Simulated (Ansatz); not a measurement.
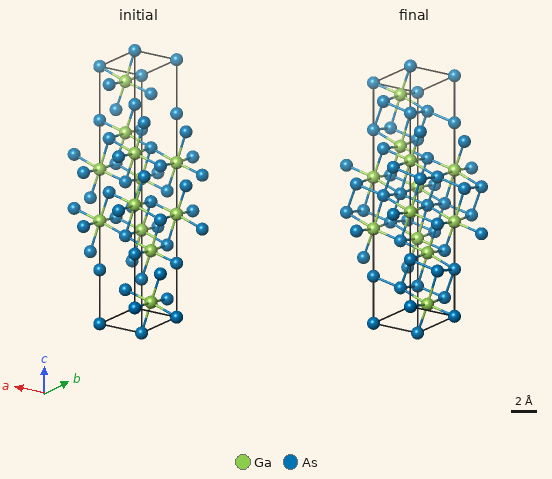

The structure of crystalline Ga₂As₃ (built on the tetradymite_166 type) (coarse preliminary run) before (left) and after (right) a relaxation, at one scale.

Style: ball-and-stick. Shown: the conventional cell (3 times the calculation's cell), from a free direction. Lengths and directions refer to the drawn axes.

Case: tetradymite type (R-3m, No. 166).

Theory: DFT PBE, scalar-relativistic, plane waves, PAW (Ansatz 0.2.0). Settings: plane-wave cutoff 420 eV; k-point mesh 6 × 6 × 6; occupations gaussian; smearing width 0.1 eV; no spin polarisation; cell and atoms relaxed; force threshold 0.04 eV/Å; at most 70 steps.

Describe what moved and what it gained.

Answer. The largest moves relative to the cell, 0.33 Å, are those of As atoms. Largest moves by element: As 0.33 Å, Ga 0.17 Å. The drawn cell changes as follows: a 3.667 → 3.865 Å (+5.4 %), b 3.666 → 3.865 Å (+5.4 %), c 25.494 → 23.821 Å (−6.6 %); the volume changes by +3.8 %. Among the contacts that change: As–As 3.042 → 2.620 Å, As–Ga 2.570 → 2.907 Å, As–Ga 2.715 → 2.645 Å. Bond angles that change, for instance: Ga–As–Ga 95.0° → 86.1°, As–Ga–As 85.0° → 93.9°, Ga–As–Ga 85.0° → 93.9°. The space group stays R-3m (No. 166). After 6 accepted moves (7 points after the start) the energy has fallen by 0.687 eV per cell of the calculation. Largest force component: 0.69 eV/Å at the start, 0.0026 eV/Å at the end. Pressure: 1.03 GPa at the start and 0.03 GPa at the end. The SCF was repeated once at an unchanged geometry on a basis and grid sized afresh for the cell, which shifted the energy by 1.3 meV per cell of the calculation at most.
